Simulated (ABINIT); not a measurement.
# Run report: PbSe, positron calculation (part 2 of 2)

PbSe (2 atoms in the cell); Kohn-Sham DFT of a periodic cell, LDA, JTH PAW LDA v2.0 sp, no spin polarisation (ABINIT 10.8.3); cutoff 272.11 eV, 6×6×6 k-mesh, fermi-dirac of 0.05 eV. The structure derives from an entry of the Crystallography Open Database.

Geometry of the input (Å; fractional positions):
```
0.0000  3.0606  3.0606
3.0606  0.0000  3.0606
3.0606  3.0606  0.0000
Pb 0.0000  0.0000  0.0000
Se 0.5000  0.5000  0.5000
```

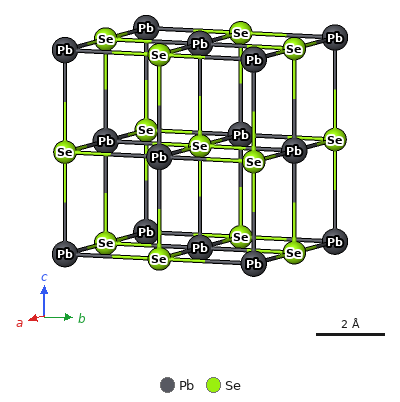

Fig. 1: The input geometry (ball-and-stick view of the cell 4 times as large as that of the calculation, set on its symmetry axes, seen slightly off an axis).

**Output, continued**
```
--- !EnergyTerms
iteration_state     : {dtset: 1, }
comment             : Components of total free energy in Hartree
kinetic             :  4.65620548359742E+00
hartree             :  1.31644111667585E+00
xc                  : -1.04199378110141E+01
Ewald energy        : -1.25661544197529E+01
psp_core            :  1.82327973664788E+00
local_psp           : -4.04028739112800E+00
PAW spherical_terms :  5.74086892925905E+00
internal            : -1.34895843557148E+01
'-kT*entropy'       : -4.83370299999610E-05
total_energy        : -1.34896326927448E+01
total_energy_eV     : -3.67071605518691E+02
...

--- !EnergyTermsDC
iteration_state     : {dtset: 1, }
comment             : '"Double-counting" decomposition of free energy'
band_energy         : -2.06561896049452E+00
Ewald energy        : -1.25661544197529E+01
psp_core            :  1.82327973664788E+00
xc_dc               : -5.94030691842964E+00
PAW spherical_terms :  5.25921388454411E+00
internal            : -1.34895866774851E+01
'-kT*entropy'       : -4.83370299999610E-05
total_energy_dc     : -1.34896350145151E+01
total_energy_dc_eV  : -3.67071668697279E+02
...

--- !EnergyTermsWithPAWCore
iteration_state     : {dtset: 1, }
comment             : 'Components of total free energy, including PAW core contributions'
Total energy        : -2.32978306423578E+04
Total energy DC     : -2.32978306446796E+04
Total energy (eV)   : -6.33966268302650E+05
Total energy DC (eV): -6.33966268365828E+05
...

 Cartesian components of stress tensor (hartree/bohr^3)
  sigma(1 1)=  7.29542565E-05  sigma(3 2)=  0.00000000E+00
  sigma(2 2)=  7.29542565E-05  sigma(3 1)=  0.00000000E+00
  sigma(3 3)=  7.29542565E-05  sigma(2 1)=  0.00000000E+00

-Cartesian components of stress tensor (GPa)         [Pressure= -2.1464E+00 GPa]
- sigma(1 1)=  2.14638833E+00  sigma(3 2)=  0.00000000E+00
- sigma(2 2)=  2.14638833E+00  sigma(3 1)=  0.00000000E+00
- sigma(3 3)=  2.14638833E+00  sigma(2 1)=  0.00000000E+00

================================================================================
== DATASET  2 ==================================================================

--- !DatasetInfo
iteration_state: {dtset: 2, }
dimensions: {natom: 2, nkpt: 1, mband: 1, nsppol: 1, nspinor: 1, nspden: 1, mpw: 281, }
cutoff_energies: {ecut:  10.0, pawecutdg:  20.0, }
electrons: {nelect:   1.00000000E+00, charge:   0.00000000E+00, occopt:   2.00000000E+00, tsmear:   1.00000000E-02, }
meta: {optdriver: 0, ionmov: 0, optcell: 0, iscf: 17, paral_kgb: 0, }
...

 mkfilename : getden/=0, take file _DEN from output of DATASET   1.

 Exchange-correlation functional for the present dataset will be:
  LDA: Perdew-Wang 92 LSD fit to Ceperley-Alder data - ixc=7
  J.P.Perdew and Y.Wang, PRB 45, 13244 (1992)

 Real(R)+Recip(G) space primitive vectors, cartesian coordinates (Bohr,Bohr^-1):
 R(1)=  0.0000000  5.7837903  5.7837903  G(1)= -0.0864485  0.0864485  0.0864485
 R(2)=  5.7837903  0.0000000  5.7837903  G(2)=  0.0864485 -0.0864485  0.0864485
 R(3)=  5.7837903  5.7837903  0.0000000  G(3)=  0.0864485  0.0864485 -0.0864485
 Unit cell volume ucvol=  3.8696136E+02 bohr^3
 Angles (23,13,12)=  6.00000000E+01  6.00000000E+01  6.00000000E+01 degrees

 Coarse grid specifications (used for wave-functions):

 getcut: wavevector=  0.0000  0.0000  0.0000  ngfft=  24  24  24
         ecut(hartree)=     10.000   => boxcut(ratio)=   2.06119

 Fine grid specifications (used for densities):

 getcut: wavevector=  0.0000  0.0000  0.0000  ngfft=  36  36  36
         ecut(hartree)=     20.000   => boxcut(ratio)=   2.18622

--- Pseudopotential description ------------------------------------------------
- pspini: atom type   1  psp file is ./Pb.LDA_PW-JTH_sp.xml
 Pseudopotential format is: paw10
 basis_size (lnmax)=  5 (lmn_size= 13), orbitals=   0   0   1   1   2
 Spheres core radius: rc_sph= 2.91365156
 Shapefunction is SIN type: shapef(r)=[sin(pi*r/rshp)/(pi*r/rshp)]**2
 Radius for shape functions =  2.21205640
 Compensation charge density is not taken into account in XC energy/potential

- pspini: atom type   2  psp file is ./Se.LDA_PW-JTH.xml
 Pseudopotential format is: paw10
 basis_size (lnmax)=  4 (lmn_size=  8), orbitals=   0   0   1   1
 Spheres core radius: rc_sph= 2.21132333
 Shapefunction is BESSEL type: shapef(r,l)=aa(1,l)*jl(q(1,l)*r)+aa(2,l)*jl(q(2,l)*r)
 Radius for shape functions =  2.00656599
 Compensation charge density is not taken into account in XC energy/potential

--------------------------------------------------------------------------------

================================================================================

--- !BeginCycle
iteration_state: {dtset: 2, }
solver: {iscf: 17, nstep: 80, nline: 4, wfoptalg: 10, }
tolerances: {toldfe: 1.00E-09, }
...

     iter   Etot(hartree)      deltaE(h)  residm     nres2
 ETOT  1  -13.364103111222    -1.336E+01 9.630E+00 2.332E-01
 ETOT  2  -13.424069473220    -5.997E-02 1.240E+00 1.072E-01
 ETOT  3  -13.476375319772    -5.231E-02 2.259E-01 4.991E-03
 ETOT  4  -13.558815234973    -8.244E-02 1.222E+00 7.647E-03
 ETOT  5  -13.737944583185    -1.791E-01 2.144E-01 8.052E-02
 ETOT  6  -13.745662849886    -7.718E-03 8.287E-02 7.234E-02
 ETOT  7  -13.746278407333    -6.156E-04 2.080E-02 7.851E-02
 ETOT  8  -13.746564135968    -2.857E-04 8.703E-03 7.269E-02
 ETOT  9  -13.746697609583    -1.335E-04 4.523E-03 4.733E-02
 ETOT 10  -13.746761326563    -6.372E-05 2.007E-03 4.703E-02
 ETOT 11  -13.746794980248    -3.365E-05 1.097E-03 4.562E-02
 ETOT 12  -13.746811042799    -1.606E-05 4.966E-04 5.301E-02
 ETOT 13  -13.746816818226    -5.775E-06 2.666E-04 3.498E-05
 ETOT 14  -13.746820271230    -3.453E-06 1.281E-04 3.500E-04
 ETOT 15  -13.746826020557    -5.749E-06 7.307E-05 1.793E-03
 ETOT 16  -13.746822836132     3.184E-06 3.431E-05 5.924E-04
 ETOT 17  -13.746823348957    -5.128E-07 1.939E-05 3.893E-04
 ETOT 18  -13.746823632255    -2.833E-07 9.315E-06 1.738E-06
 ETOT 19  -13.746823780847    -1.486E-07 5.327E-06 3.898E-07
 ETOT 20  -13.746823858572    -7.773E-08 2.559E-06 1.746E-08
 ETOT 21  -13.746823899541    -4.097E-08 1.478E-06 2.481E-09
 ETOT 22  -13.746823921111    -2.157E-08 7.072E-07 1.085E-09
 ETOT 23  -13.746823932494    -1.138E-08 4.123E-07 1.000E-10
 ETOT 24  -13.746823938504    -6.010E-09 1.962E-07 2.880E-11
 ETOT 25  -13.746823941680    -3.177E-09 1.155E-07 2.086E-10
 ETOT 26  -13.746823943360    -1.680E-09 5.453E-08 4.129E-10
 ETOT 27  -13.746823944249    -8.889E-10 3.240E-08 7.929E-10
 ETOT 28  -13.746823944720    -4.706E-10 1.517E-08 1.408E-09

 At SCF step   28, etot is converged :
  for the second time, diff in etot=  4.706E-10 < toldfe=  1.000E-09

--- !ResultsGS
iteration_state: {dtset: 2, }
comment   : Summary of ground state results
lattice_vectors:
- [  0.0000000,   5.7837903,   5.7837903, ]
- [  5.7837903,   0.0000000,   5.7837903, ]
- [  5.7837903,   5.7837903,   0.0000000, ]
lattice_lengths: [   8.17951,    8.17951,    8.17951, ]
lattice_angles: [ 60.000,  60.000,  60.000, ] # degrees, (23, 13, 12)
lattice_volume:   3.8696136E+02
convergence: {deltae: -4.706E-10, res2:  1.408E-09, residm:  1.517E-08, diffor:  0.000E+00, }
etotal    :  -1.37468239E+01
entropy   :   0.00000000E+00
fermie    :  -2.57188930E-01
cartesian_stress_tensor: null
pressure_GPa: null
xred      :
- [  0.0000E+00,   0.0000E+00,   0.0000E+00, Pb]
- [  5.0000E-01,   5.0000E-01,   5.0000E-01, Se]
cartesian_forces: null
force_length_stats: {min: null, max: null, mean: null, }
...

 Integrated electronic density in atomic spheres:
 ------------------------------------------------
 Atom  Sphere_radius  Integrated_density
    1        2.91365          0.12008717
    2        2.21132          0.03874135

--------------------------------------------------------------------------------
 Results for electron-positron annihilation:

2 computations of positron lifetime have been performed (with different enhancement factors).

########## Lifetime computation 1

 # Zero-positron density limit of Arponen and Pajanne provided by Boronski & Nieminen
   Ref.: Boronski and R.M. Nieminen, Phys. Rev. B 34, 3820 (1986)
 # Enhancement factor of Boronski & Nieminen
   Ref.: Boronski and R.M. Nieminen, Phys. Rev. B 34, 3820 (1986)

 Positron lifetime                         (ps)   =  2.48974764E+02
 Positron lifetime with IPM for core elec. (ps)   =  2.61262293E+02
 Annihilation rate                         (ns-1) =  4.01647132E+00
 Annihilation rate with IPM for core elec. (ns-1) =  3.82757110E+00

 Annihilation rate core/valence decomposition:
   Core    contribution to ann.rate          (ns-1) =  6.05021575E-01
   Valence contribution to ann.rate          (ns-1) =  3.41144975E+00
   Core    contribution to ann.rate with IPM (ns-1) =  3.10925971E-01
   Valence contribution to ann.rate with IPM (ns-1) =  3.51664513E+00

 Annihilation rate PAW decomposition:
   Plane-wave contribution to ann.rate          (ns-1) =  4.16340633E+00
   Plane-wave valence contribution to ann.rate  (ns-1) =  3.51371489E+00
   On-site core contribution to ann.rate        (ns-1) = -4.46698653E-02
   On-site valence contribution to ann.rate     (ns-1) = -1.02265144E-01
   Plane-wave contribution to ann.rate with IPM (ns-1) =  3.88816380E+00
   Plane-wave core contrb. to ann.rate with IPM (ns-1) =  2.41720003E-01

########## Lifetime computation 2

 # Zero-positron density limit of Arponen and Pajanne provided by Boronski & Nieminen
   Ref.: Boronski and R.M. Nieminen, Phys. Rev. B 34, 3820 (1986)
 # Enhancement factor of Boronski & Nieminen IN THE RPA LIMIT
   Ref.: Boronski and R.M. Nieminen, Phys. Rev. B 34, 3820 (1986)

 Positron lifetime                         (ps)   =  2.16618934E+02
 Positron lifetime with IPM for core elec. (ps)   =  2.25078219E+02
 Annihilation rate                         (ns-1) =  4.61640163E+00
 Annihilation rate with IPM for core elec. (ns-1) =  4.44289992E+00

 Annihilation rate core/valence decomposition:
   Core    contribution to ann.rate          (ns-1) =  6.28483486E-01
   Valence contribution to ann.rate          (ns-1) =  3.98791815E+00
   Core    contribution to ann.rate with IPM (ns-1) =  3.10925971E-01
   Valence contribution to ann.rate with IPM (ns-1) =  4.13197395E+00

 Annihilation rate PAW decomposition:
   Plane-wave contribution to ann.rate          (ns-1) =  4.76440455E+00
   Plane-wave valence contribution to ann.rate  (ns-1) =  4.09047259E+00
   On-site core contribution to ann.rate        (ns-1) = -4.54484759E-02
   On-site valence contribution to ann.rate     (ns-1) = -1.02554442E-01
   Plane-wave contribution to ann.rate with IPM (ns-1) =  4.50464897E+00
   Plane-wave core contrb. to ann.rate with IPM (ns-1) =  2.41720003E-01

      (*) IPM=Independent particle Model

================================================================================

 ----iterations are completed or convergence reached----

 Mean square residual over all n,k,spin=   15.173E-09; max=  15.173E-09
 reduced coordinates (array xred) for    2 atoms
       0.000000000000      0.000000000000      0.000000000000
       0.500000000000      0.500000000000      0.500000000000
 rms dE/dt=  0.0000E+00; max dE/dt=  0.0000E+00; dE/dt below (all hartree)
    1       0.000000000000      0.000000000000      0.000000000000
    2       0.000000000000      0.000000000000      0.000000000000

 cartesian coordinates (angstrom) at end:
    1      0.00000000000000     0.00000000000000     0.00000000000000
    2      3.06064999797024     3.06064999797024     3.06064999797024
 length scales=  8.179514632300  8.179514632300  8.179514632300 bohr
              =  4.328412736724  4.328412736724  4.328412736724 angstroms
 Fermi (or HOMO) energy (hartree) =  -0.25719   Average Vxc (hartree)=  -0.31880
 Eigenvalues (hartree) for nkpt=   1  k points:
 kpt#   1, nband=  1, wtk=  1.00000, kpt=  0.0000  0.0000  0.0000 (reduced coord)
  -0.25719

--- !EnergyTerms
iteration_state     : {dtset: 2, }
comment             : Components of total free energy in Hartree
kinetic             :  1.20856440836294E-01
local_psp           : -1.69946017312121E-01
PAW spherical_terms : -1.45261188939808E-02
positronic          : -6.36156953698073E-02
electronic          : -1.34896350145151E+01
electron_positron_interaction: -1.93564363015978E-01
total_energy        : -1.37468150729008E+01
total_energy_eV     : -3.74069894600778E+02
...

--- !EnergyTermsDC
iteration_state     : {dtset: 2, }
comment             : '"Double-counting" decomposition of free energy'
band_energy         : -2.57188930204794E-01
PAW spherical_terms :  0.00000000000000E+00
electron_positron_dc:  1.93564363015973E-01
positronic          : -6.36245671888218E-02
electronic          : -1.34896350145151E+01
electron_positron_interaction: -1.93564363015978E-01
total_energy_dc     : -1.37468239447199E+01
total_energy_dc_eV  : -3.74070136015272E+02
...

== END DATASET(S) ==============================================================
================================================================================

 -outvars: echo values of variables after computation  --------
            acell      8.1795146323E+00  8.1795146323E+00  8.1795146323E+00 Bohr
           etotal1    -1.3489635015E+01
           etotal2    -1.3746823945E+01
            fcart1    -0.0000000000E+00 -0.0000000000E+00 -0.0000000000E+00
                      -0.0000000000E+00 -0.0000000000E+00 -0.0000000000E+00
            fcart2     9.9999999999E+99  9.9999999999E+99  9.9999999999E+99
                       9.9999999999E+99  9.9999999999E+99  9.9999999999E+99
            rprim      0.0000000000E+00  7.0710678120E-01  7.0710678120E-01
                       7.0710678120E-01  0.0000000000E+00  7.0710678120E-01
                       7.0710678120E-01  7.0710678120E-01  0.0000000000E+00
           strten1     7.2954256475E-05  7.2954256475E-05  7.2954256475E-05
                       0.0000000000E+00  0.0000000000E+00  0.0000000000E+00
           strten2     9.9999999999E+99  9.9999999999E+99  9.9999999999E+99
                       9.9999999999E+99  9.9999999999E+99  9.9999999999E+99
           xangst      0.0000000000E+00  0.0000000000E+00  0.0000000000E+00
                       3.0606499980E+00  3.0606499980E+00  3.0606499980E+00
             xred      0.0000000000E+00  0.0000000000E+00  0.0000000000E+00
                       5.0000000000E-01  5.0000000000E-01  5.0000000000E-01
 Calculation completed.
```

**Summary**

```tsv
quantity	value
outcome	converged
space group (tolerance 0.01 Å)	Fm-3m (225)
electrons treated	10
free energy	−367.0717 eV
positron lifetime (one of the program's estimates)	216.6 ps
Fermi energy	0.029 eV
gap on the k-point mesh	0.20 eV
pressure	−2.15 GPa
largest force (length of the vector)	under 0.001 eV/Å
hardware	1 thread of Arm Neoverse V1, 24 GiB of memory available, shared host
wall time	4.8 s
peak memory	0.07 GiB
```

**Notes**

Points of doubt noted for this run: cutoff too low for stress; PAW basis incomplete for positron. Spin–orbit coupling is left out, which matters for Pb.
